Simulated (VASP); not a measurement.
## Geometry relaxation of MoTe2 (part 4 of 4)

MoTe2 (slab, 6 atoms in the cell); Kohn-Sham DFT of a periodic cell, PBE with D3(BJ), VASP PAW PBE potentials, recommended, no spin polarisation (VASP 6.6.1); cutoff 600 eV, 12×12×1 k-mesh, Gaussian smearing of 0.03 eV. The structure derives from an entry of the Crystallography Open Database.

Geometry of the input (Å; fractional positions):
```
3.5182  0.0000  0.0000
-1.7591  3.0469  0.0000
0.0000  0.0000  28.5920
Te 0.3333  0.6667  0.3148
Te 0.3333  0.6667  0.4409
Te 0.6667  0.3333  0.5591
Te 0.6667  0.3333  0.6852
Mo 0.6667  0.3333  0.3778
Mo 0.3333  0.6667  0.6222
```

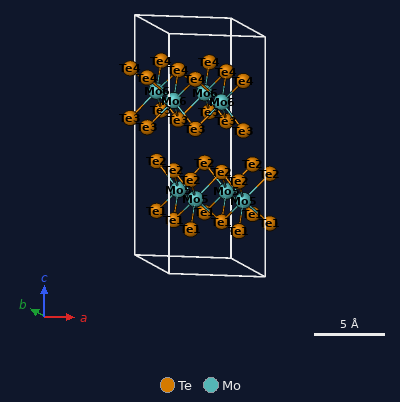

**Figure 1.** The geometry at step 10 of the log (ball-and-stick view of the 2 × 2 repeat of the cell, with the vacuum cut short, seen slightly off an axis; bonded neighbours outside the cell are drawn too; atoms are numbered from 1 in the order of the input).

### Parts of OUTCAR, continued
```
 k-point     4 :       0.2500    0.0000    0.0000
  band No.  band energies     occupation
      1     -59.1306      2.00000
      2     -59.1306      2.00000
      3     -33.2991      2.00000
      4     -33.2991      2.00000
      5     -33.2386      2.00000
      6     -33.2386      2.00000
      7     -33.1857      2.00000
      8     -33.1857      2.00000
      9     -10.5313      2.00000
     10     -10.3059      2.00000
     11      -9.8341      2.00000
     12      -9.5769      2.00000
     13      -3.2286      2.00000
     14      -2.5262      2.00000
     15      -1.8387      2.00000
     16      -1.6818      2.00000
     17      -1.5893      2.00000
     18      -1.2598      2.00000
     19      -0.1700      2.00000
     20      -0.1164      2.00000
     21       0.0912      2.00000
     22       0.4812      2.00000
     23       0.5400      2.00000
     24       0.5921      2.00000
     25       0.6285      2.00000
     26       0.7685      2.00000
     27       2.9367      0.00000
     28       3.2074      0.00000
     29       3.6168      0.00000
     30       3.6980      0.00000
     31       3.8329      0.00000

 k-point     5 :       0.3333   -0.0000    0.0000
  band No.  band energies     occupation
      1     -59.1279      2.00000
      2     -59.1279      2.00000
      3     -33.2915      2.00000
      4     -33.2915      2.00000
      5     -33.2727      2.00000
      6     -33.2727      2.00000
      7     -33.1938      2.00000
      8     -33.1938      2.00000
      9      -9.9748      2.00000
     10      -9.7708      2.00000
     11      -9.4328      2.00000
     12      -9.2285      2.00000
     13      -3.1793      2.00000
     14      -2.8967      2.00000
     15      -2.5857      2.00000
     16      -2.2875      2.00000
     17      -2.0826      2.00000
     18      -1.7148      2.00000
     19      -0.5062      2.00000
     20      -0.4433      2.00000
     21      -0.2363      2.00000
     22       0.1294      2.00000
     23       0.4397      2.00000
     24       0.5712      2.00000
     25       0.8747      2.00000
     26       0.9738      2.00000
     27       2.8791      0.00000
     28       3.1748      0.00000
     29       3.2350      0.00000
     30       3.3941      0.00000
     31       4.0120      0.00000

 [... the levels of 13 k-points are left out ...]

 k-point    19 :       0.3333    0.3333    0.0000
  band No.  band energies     occupation
      1     -59.1240      2.00000
      2     -59.1240      2.00000
      3     -33.2801      2.00000
      4     -33.2801      2.00000
      5     -33.2734      2.00000
      6     -33.2734      2.00000
      7     -33.2564      2.00000
      8     -33.2564      2.00000
      9      -8.8063      2.00000
     10      -8.8063      2.00000
     11      -8.6274      2.00000
     12      -8.6274      2.00000
     13      -3.2156      2.00000
     14      -3.0436      2.00000
     15      -3.0205      2.00000
     16      -3.0205      2.00000
     17      -2.4915      2.00000
     18      -2.2863      2.00000
     19      -1.8173      2.00000
     20      -1.8173      2.00000
     21      -1.2415      2.00000
     22      -1.2415      2.00000
     23      -0.2660      2.00000
     24      -0.2660      2.00000
     25       1.4077      2.00000
     26       1.5676      2.00000
     27       2.7142      0.00000
     28       2.7142      0.00000
     29       2.9910      0.00000
     30       3.5788      0.00000
     31       4.0740      0.00000

------------------------ aborting loop because EDIFF is reached ----------------------------------------

 Edisp (eV)   -2.85100

 E8    (eV) :    -1.3497

  FORCE on cell =-STRESS in cart. coord.  units (eV):
  Direction    XX          YY          ZZ          XY          YZ          ZX
  --------------------------------------------------------------------------------------
  -------------------------------------------------------------------------------------
  Total       0.02447     0.02447    -0.03937     0.00000     0.00000     0.00000
  in kB       0.12938     0.12938    -0.20819     0.00000     0.00000     0.00000
  external pressure =        0.02 kB  Pullay stress =        0.00 kB

 VOLUME and BASIS-vectors are now :
 -----------------------------------------------------------------------------
  energy-cutoff  :      600.00
  volume of cell :      303.02
      direct lattice vectors                 reciprocal lattice vectors
     3.498205894 -0.000000000  0.000000000     0.285860818  0.165041820  0.000000000
    -1.749102947  3.029535176  0.000000000     0.000000000  0.330083641  0.000000000
     0.000000000  0.000000000 28.591988800     0.000000000  0.000000000  0.034974832

 POSITION                                       TOTAL-FORCE (eV/Angst)
 -----------------------------------------------------------------------------------
     -0.00000      2.01969      9.04922         0.000000      0.000000     -0.007199
     -0.00000      2.01969     12.68645         0.000000     -0.000000      0.005721
      1.74910      1.00985     15.90554         0.000000      0.000000     -0.005721
      1.74910      1.00985     19.54277         0.000000      0.000000      0.007199
      1.74910      1.00985     10.86663        -0.000000     -0.000000      0.004797
     -0.00000      2.01969     17.72536        -0.000000      0.000000     -0.004797
 -----------------------------------------------------------------------------------
    total drift:                                0.000000     -0.000000     -0.000000

  FREE ENERGIE OF THE ION-ELECTRON SYSTEM (eV)
  ---------------------------------------------------
  free  energy   TOTEN  =       -38.8153352852 eV

  energy  without entropy=      -38.8153352852  energy(sigma->0) =      -38.81533529

 reached required accuracy - stopping structural energy minimisation
```

### CONTCAR
```
Te2Mo
   1.00000000000000
     3.4982058938412490   -0.0000000000000000    0.0000000000000000
    -1.7491029469206247    3.0295351760645417    0.0000000000000000
     0.0000000000000000    0.0000000000000000   28.5919887999999993
  Te              Mo
     4     2
Direct
     0.3333333300000021    0.6666666699999979    0.3164948319566430
     0.3333333300000021    0.6666666699999979    0.4437063093689081
     0.6666666699999979    0.3333333300000021    0.5562936906310920
     0.6666666699999979    0.3333333300000021    0.6835051680433571
     0.6666666699999979    0.3333333300000021    0.3800584649179590
     0.3333333300000021    0.6666666699999979    0.6199415350820409

  0.00000000E+00  0.00000000E+00  0.00000000E+00
  0.00000000E+00  0.00000000E+00  0.00000000E+00
  0.00000000E+00  0.00000000E+00  0.00000000E+00
  0.00000000E+00  0.00000000E+00  0.00000000E+00
  0.00000000E+00  0.00000000E+00  0.00000000E+00
  0.00000000E+00  0.00000000E+00  0.00000000E+00
```

### Trajectory as extended XYZ (Å, eV, eV/Å), 21 frames, from step=0 to step=20
```
6
Lattice="3.5182 0.0000 0.0000 -1.7591 3.0469 0.0000 0.0000 0.0000 28.5920" Properties=species:S:1:pos:R:3:forces:R:3 step=0 energy=-38.80077
Te    0.0000    2.0312    9.0000    0.0000   0.0000  -0.1155
Te    0.0000    2.0312   12.6052    0.0000   0.0000   0.2034
Te    1.7591    1.0156   15.9868    0.0000   0.0000  -0.2034
Te    1.7591    1.0156   19.5920    0.0000   0.0000   0.1155
Mo    1.7591    1.0156   10.8026    0.0000   0.0000   0.0000
Mo    0.0000    2.0312   17.7894    0.0000   0.0000   0.0000
6
Lattice="3.5041 0.0000 0.0000 -1.7520 3.0346 0.0000 0.0000 0.0000 28.5920" Properties=species:S:1:pos:R:3:forces:R:3 step=1 energy=-38.80746
Te    0.0000    2.0231    8.9944    0.0000   0.0000  -0.1058
Te    0.0000    2.0231   12.6150    0.0000   0.0000   0.1417
Te    1.7520    1.0115   15.9770    0.0000   0.0000  -0.1417
Te    1.7520    1.0115   19.5976    0.0000   0.0000   0.1058
Mo    1.7520    1.0115   10.8026    0.0000   0.0000   0.0436
Mo    0.0000    2.0231   17.7894    0.0000   0.0000  -0.0436
6
Lattice="3.4932 0.0000 0.0000 -1.7466 3.0252 0.0000 0.0000 0.0000 28.5920" Properties=species:S:1:pos:R:3:forces:R:3 step=2 energy=-38.80900
Te    0.0000    2.0168    8.9901    0.0000   0.0000  -0.0984
Te    0.0000    2.0168   12.6226    0.0000   0.0000   0.0948
Te    1.7466    1.0084   15.9694    0.0000   0.0000  -0.0948
Te    1.7466    1.0084   19.6019    0.0000   0.0000   0.0984
Mo    1.7466    1.0084   10.8026    0.0000   0.0000   0.0775
Mo    0.0000    2.0168   17.7894    0.0000   0.0000  -0.0775
6
Lattice="3.4971 0.0000 0.0000 -1.7486 3.0286 0.0000 0.0000 0.0000 28.5920" Properties=species:S:1:pos:R:3:forces:R:3 step=3 energy=-38.81018
Te    0.0000    2.0191    8.9814    0.0000   0.0000   0.0938
Te    0.0000    2.0191   12.6336    0.0000   0.0000  -0.0338
Te    1.7486    1.0095   15.9584    0.0000   0.0000   0.0338
Te    1.7486    1.0095   19.6106    0.0000   0.0000  -0.0938
Mo    1.7486    1.0095   10.8069    0.0000   0.0000   0.0043
Mo    0.0000    2.0191   17.7851    0.0000   0.0000  -0.0043
6
Lattice="3.4957 0.0000 0.0000 -1.7479 3.0274 0.0000 0.0000 0.0000 28.5920" Properties=species:S:1:pos:R:3:forces:R:3 step=4 energy=-38.81069
Te    0.0000    2.0183    8.9845    0.0000   0.0000   0.0260
Te    0.0000    2.0183   12.6297    0.0000   0.0000   0.0115
Te    1.7479    1.0091   15.9623    0.0000   0.0000  -0.0115
Te    1.7479    1.0091   19.6075    0.0000   0.0000  -0.0260
Mo    1.7479    1.0091   10.8054    0.0000   0.0000   0.0299
Mo    0.0000    2.0183   17.7866    0.0000   0.0000  -0.0299
6
Lattice="3.4958 0.0000 0.0000 -1.7479 3.0274 0.0000 0.0000 0.0000 28.5920" Properties=species:S:1:pos:R:3:forces:R:3 step=5 energy=-38.81069
Te    0.0000    2.0183    8.9844    0.0000   0.0000   0.0283
Te    0.0000    2.0183   12.6298    0.0000   0.0000   0.0102
Te    1.7479    1.0091   15.9622    0.0000   0.0000  -0.0102
Te    1.7479    1.0091   19.6076    0.0000   0.0000  -0.0283
Mo    1.7479    1.0091   10.8054    0.0000   0.0000   0.0291
Mo    0.0000    2.0183   17.7866    0.0000   0.0000  -0.0291
6
Lattice="3.4958 0.0000 0.0000 -1.7479 3.0274 0.0000 0.0000 0.0000 28.5920" Properties=species:S:1:pos:R:3:forces:R:3 step=6 energy=-38.81087
Te    0.0000    2.0183    8.9856    0.0000   0.0000   0.0322
Te    0.0000    2.0183   12.6306    0.0000   0.0000   0.0182
Te    1.7479    1.0091   15.9613    0.0000   0.0000  -0.0182
Te    1.7479    1.0091   19.6064    0.0000   0.0000  -0.0322
Mo    1.7479    1.0091   10.8070    0.0000   0.0000   0.0166
Mo    0.0000    2.0183   17.7849    0.0000   0.0000  -0.0166
6
Lattice="3.4959 0.0000 0.0000 -1.7479 3.0275 0.0000 0.0000 0.0000 28.5920" Properties=species:S:1:pos:R:3:forces:R:3 step=7 energy=-38.81127
Te    0.0000    2.0183    8.9892    0.0000   0.0000   0.0451
Te    0.0000    2.0183   12.6332    0.0000   0.0000   0.0424
Te    1.7479    1.0092   15.9588    0.0000   0.0000  -0.0424
Te    1.7479    1.0092   19.6027    0.0000   0.0000  -0.0451
Mo    1.7479    1.0092   10.8119    0.0000   0.0000  -0.0234
Mo    0.0000    2.0183   17.7801    0.0000   0.0000   0.0234
6
Lattice="3.4960 0.0000 0.0000 -1.7480 3.0276 0.0000 0.0000 0.0000 28.5920" Properties=species:S:1:pos:R:3:forces:R:3 step=8 energy=-38.81155
Te    0.0000    2.0184    8.9965    0.0000   0.0000   0.0701
Te    0.0000    2.0184   12.6383    0.0000   0.0000   0.0906
Te    1.7480    1.0092   15.9537    0.0000   0.0000  -0.0906
Te    1.7480    1.0092   19.5955    0.0000   0.0000  -0.0701
Mo    1.7480    1.0092   10.8217    0.0000   0.0000  -0.1032
Mo    0.0000    2.0184   17.7703    0.0000   0.0000   0.1032
6
Lattice="3.4960 0.0000 0.0000 -1.7480 3.0276 0.0000 0.0000 0.0000 28.5920" Properties=species:S:1:pos:R:3:forces:R:3 step=9 energy=-38.81159
Te    0.0000    2.0184    8.9968    0.0000   0.0000   0.0698
Te    0.0000    2.0184   12.6385    0.0000   0.0000   0.0907
Te    1.7480    1.0092   15.9535    0.0000   0.0000  -0.0907
Te    1.7480    1.0092   19.5952    0.0000   0.0000  -0.0698
Mo    1.7480    1.0092   10.8220    0.0000   0.0000  -0.1017
Mo    0.0000    2.0184   17.7700    0.0000   0.0000   0.1017
6
Lattice="3.4961 0.0000 0.0000 -1.7480 3.0277 0.0000 0.0000 0.0000 28.5920" Properties=species:S:1:pos:R:3:forces:R:3 step=10 energy=-38.81168
Te    0.0000    2.0185    8.9976    0.0000   0.0000   0.0684
Te    0.0000    2.0185   12.6392    0.0000   0.0000   0.0901
Te    1.7480    1.0092   15.9528    0.0000   0.0000  -0.0901
Te    1.7480    1.0092   19.5944    0.0000   0.0000  -0.0684
Mo    1.7480    1.0092   10.8227    0.0000   0.0000  -0.1009
Mo    0.0000    2.0185   17.7693    0.0000   0.0000   0.1009
6
Lattice="3.4962 0.0000 0.0000 -1.7481 3.0278 0.0000 0.0000 0.0000 28.5920" Properties=species:S:1:pos:R:3:forces:R:3 step=11 energy=-38.81187
Te    0.0000    2.0186    8.9993    0.0000   0.0000   0.0658
Te    0.0000    2.0186   12.6405    0.0000   0.0000   0.0895
Te    1.7481    1.0093   15.9515    0.0000   0.0000  -0.0895
Te    1.7481    1.0093   19.5927    0.0000   0.0000  -0.0658
Mo    1.7481    1.0093   10.8241    0.0000   0.0000  -0.0988
Mo    0.0000    2.0186   17.7679    0.0000   0.0000   0.0988
6
Lattice="3.4966 0.0000 0.0000 -1.7483 3.0281 0.0000 0.0000 0.0000 28.5920" Properties=species:S:1:pos:R:3:forces:R:3 step=12 energy=-38.81223
Te    0.0000    2.0187    9.0027    0.0000   0.0000   0.0613
Te    0.0000    2.0187   12.6432    0.0000   0.0000   0.0878
Te    1.7483    1.0094   15.9488    0.0000   0.0000  -0.0878
Te    1.7483    1.0094   19.5893    0.0000   0.0000  -0.0613
Mo    1.7483    1.0094   10.8269    0.0000   0.0000  -0.0962
Mo    0.0000    2.0187   17.7650    0.0000   0.0000   0.0962
6
Lattice="3.4972 0.0000 0.0000 -1.7486 3.0286 0.0000 0.0000 0.0000 28.5920" Properties=species:S:1:pos:R:3:forces:R:3 step=13 energy=-38.81289
Te    0.0000    2.0191    9.0094    0.0000   0.0000   0.0516
Te    0.0000    2.0191   12.6486    0.0000   0.0000   0.0846
Te    1.7486    1.0095   15.9434    0.0000   0.0000  -0.0846
Te    1.7486    1.0095   19.5826    0.0000   0.0000  -0.0516
Mo    1.7486    1.0095   10.8326    0.0000   0.0000  -0.0892
Mo    0.0000    2.0191   17.7594    0.0000   0.0000   0.0892
6
Lattice="3.4984 0.0000 0.0000 -1.7492 3.0297 0.0000 0.0000 0.0000 28.5920" Properties=species:S:1:pos:R:3:forces:R:3 step=14 energy=-38.81394
Te    0.0000    2.0198    9.0228    0.0000   0.0000   0.0335
Te    0.0000    2.0198   12.6594    0.0000   0.0000   0.0792
Te    1.7492    1.0099   15.9326    0.0000   0.0000  -0.0792
Te    1.7492    1.0099   19.5692    0.0000   0.0000  -0.0335
Mo    1.7492    1.0099   10.8440    0.0000   0.0000  -0.0771
Mo    0.0000    2.0198   17.7480    0.0000   0.0000   0.0771
6
Lattice="3.5009 0.0000 0.0000 -1.7504 3.0318 0.0000 0.0000 0.0000 28.5920" Properties=species:S:1:pos:R:3:forces:R:3 step=15 energy=-38.81496
Te    0.0000    2.0212    9.0496    0.0000   0.0000  -0.0046
Te    0.0000    2.0212   12.6810    0.0000   0.0000   0.0647
Te    1.7504    1.0106   15.9110    0.0000   0.0000  -0.0647
Te    1.7504    1.0106   19.5424    0.0000   0.0000   0.0046
Mo    1.7504    1.0106   10.8667    0.0000   0.0000  -0.0500
Mo    0.0000    2.0212   17.7253    0.0000   0.0000   0.0500
6
Lattice="3.5013 0.0000 0.0000 -1.7507 3.0322 0.0000 0.0000 0.0000 28.5920" Properties=species:S:1:pos:R:3:forces:R:3 step=16 energy=-38.81498
Te    0.0000    2.0215    9.0544    0.0000   0.0000  -0.0117
Te    0.0000    2.0215   12.6848    0.0000   0.0000   0.0614
Te    1.7507    1.0107   15.9071    0.0000   0.0000  -0.0614
Te    1.7507    1.0107   19.5376    0.0000   0.0000   0.0117
Mo    1.7507    1.0107   10.8708    0.0000   0.0000  -0.0455
Mo    0.0000    2.0215   17.7212    0.0000   0.0000   0.0455
6
Lattice="3.5009 0.0000 0.0000 -1.7504 3.0319 0.0000 0.0000 0.0000 28.5920" Properties=species:S:1:pos:R:3:forces:R:3 step=17 energy=-38.81522
Te    0.0000    2.0212    9.0524    0.0000   0.0000  -0.0173
Te    0.0000    2.0212   12.6854    0.0000   0.0000   0.0250
Te    1.7504    1.0106   15.9066    0.0000   0.0000  -0.0250
Te    1.7504    1.0106   19.5396    0.0000   0.0000   0.0173
Mo    1.7504    1.0106   10.8681    0.0000   0.0000  -0.0024
Mo    0.0000    2.0212   17.7239    0.0000   0.0000   0.0024
6
Lattice="3.5007 0.0000 0.0000 -1.7504 3.0317 0.0000 0.0000 0.0000 28.5920" Properties=species:S:1:pos:R:3:forces:R:3 step=18 energy=-38.81525
Te    0.0000    2.0211    9.0515    0.0000   0.0000  -0.0212
Te    0.0000    2.0211   12.6856    0.0000   0.0000   0.0085
Te    1.7504    1.0106   15.9063    0.0000   0.0000  -0.0085
Te    1.7504    1.0106   19.5405    0.0000   0.0000   0.0212
Mo    1.7504    1.0106   10.8668    0.0000   0.0000   0.0179
Mo    0.0000    2.0211   17.7252    0.0000   0.0000  -0.0179
6
Lattice="3.4994 -0.0000 0.0000 -1.7497 3.0306 0.0000 0.0000 0.0000 28.5920" Properties=species:S:1:pos:R:3:forces:R:3 step=19 energy=-38.81532
Te    0.0000    2.0204    9.0503    0.0000   0.0000  -0.0143
Te    0.0000    2.0204   12.6861    0.0000   0.0000   0.0072
Te    1.7497    1.0102   15.9059    0.0000   0.0000  -0.0072
Te    1.7497    1.0102   19.5417    0.0000   0.0000   0.0143
Mo    1.7497    1.0102   10.8667    0.0000   0.0000   0.0112
Mo    0.0000    2.0204   17.7253    0.0000   0.0000  -0.0112
6
Lattice="3.4982 -0.0000 0.0000 -1.7491 3.0295 0.0000 0.0000 0.0000 28.5920" Properties=species:S:1:pos:R:3:forces:R:3 step=20 energy=-38.81534
Te    0.0000    2.0197    9.0492    0.0000   0.0000  -0.0072
Te    0.0000    2.0197   12.6864    0.0000   0.0000   0.0057
Te    1.7491    1.0098   15.9055    0.0000   0.0000  -0.0057
Te    1.7491    1.0098   19.5428    0.0000   0.0000   0.0072
Mo    1.7491    1.0098   10.8666    0.0000   0.0000   0.0048
Mo    0.0000    2.0197   17.7254    0.0000   0.0000  -0.0048
```

### Results in brief

- outcome: converged
- electrons treated: 52
- free energy: −38.8153 eV
- dispersion energy: −2.8510 eV
- Fermi energy: 1.849 eV
- gap on the k-point mesh: 0.88 eV
- final volume: 303.02 Å³
- largest force (length of the vector) at the end: 0.007 eV/Å
- hardware: 8 threads of Intel Xeon (Sapphire Rapids), 288 GiB of memory available, shared host
- wall time: 12 min (CPU time 1.6 h)
- peak memory: 0.65 GiB
